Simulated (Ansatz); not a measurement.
## Electronic structure of MoS2 in real space

The calculation's input:

```
crystal:
  lattice:
    - [-1.5764743774, -2.7305337185, 0.0]
    - [1.5764743774, -2.7305337185, 0.0]
    - [0.0, 0.0, 19.9896049492]
  atoms:
    - { symbol: Mo, position: [1.0, 1.0, 0.7499872073] }
    - { symbol: Mo, position: [0.3333333333, 0.3333333333, 0.1500218755] }
    - { symbol: Mo, position: [0.6666666667, 0.6666666667, 0.4500045414] }
    - { symbol: S, position: [1.0, 1.0, 0.5281876932] }
    - { symbol: S, position: [0.3333333333, 0.3333333333, 0.8281703591] }
    - { symbol: S, position: [0.6666666667, 0.6666666667, 0.2282050273] }
    - { symbol: S, position: [1.0, 1.0, 0.3717447611] }
    - { symbol: S, position: [0.3333333333, 0.3333333333, 0.671727427] }
    - { symbol: S, position: [0.6666666667, 0.6666666667, 0.0717620952] }
basis:
  ecutwfc: 420
kpoints:
  mp_grid: { grid: [10, 10, 2] }
hamiltonian:
  xc: pbe
  dispersion: d3bj
scf:
  occupations: { method: gaussian, width: 0.05 }
output:
  forces: true
  stress: true
  eigenvalues: true
  write_density: true
  write_potential: true
  elf: true
  volumetric_format: npy
```

Command:

```sh
ansatz run input.yaml --threads 2 --pin off --max-ram 5120MiB --backend cpu --events-out ev --progress --plain --runs-dir out
```

Below, planes, directions and counts refer to the conventional cell (a = 3.15 Å, b = 3.15 Å, c = 19.99 Å, α = 90.00°, β = 90.00°, γ = 120.00°).

Space group P3m1; computed without spin polarisation.

All numbers below come from DFT PBE+D3(BJ), scalar-relativistic, plane waves, PAW in Ansatz 0.2.0.

Core electrons are frozen (PAW), and the valence fields are smoothed inside the atomic spheres.

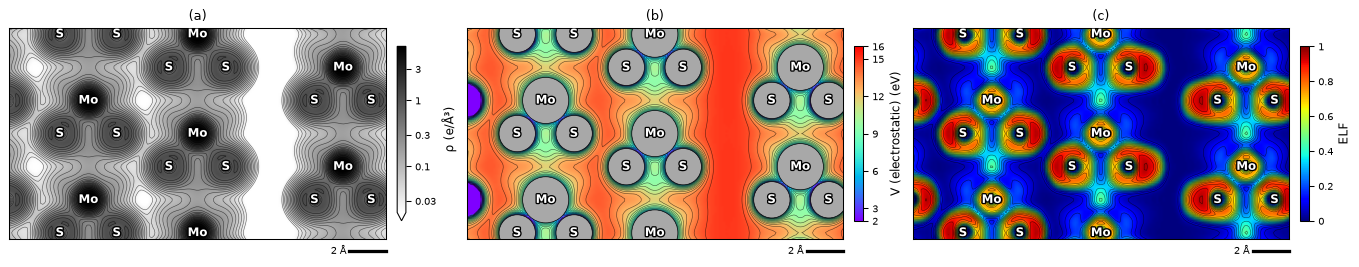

Figure 1. (a) valence electron density; (b) electrostatic potential (local pseudopotential plus Hartree) felt by an electron; (c) ELF on the (110) plane of the conventional cell. Grey discs cover the atomic cores in the potential map.

**Interpret the plot.**

- The plane passes through Mo and S nuclei.
- Mo–S (2.40 Å): the density is about 0.61 e/Å³ at the midpoint; the ELF peaks at about 0.85 in the valence shell of S, 0.8 Å from its nucleus, and is about 0.45 at the midpoint.
- The density dies away to nearly zero in the voids.
- The features right at Mo lie inside the PAW spheres, where the map follows smoothed inner orbitals and isn't to be read closely.
- Outside the cores the potential energy rises away from the atoms and is highest about 2.2 Å from the nearest atoms; its zero is arbitrary.

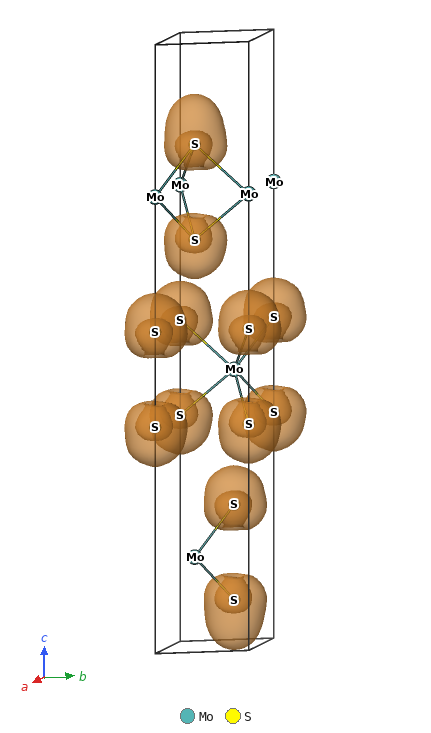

Figure 2. Isosurface of the ELF at 0.75 (orange), seen slightly off an axis. Only the valence region is drawn (cores and ρ < 0.01 e/Å³ removed). Sticks mark near contacts.

**Identify the bonds, lone pairs and shells in this picture.**

The ELF exceeds this value in six regions wrapped around S (the valence shell of each), counted in one cell of 9 atoms. Regions shared between cells count once.

**Does the calculation make it a metal, or give it a gap?**

It is gapped, with a Kohn–Sham gap of 0.99 eV on the k-point mesh (the band edges may lie off the mesh, which would make the gap smaller).
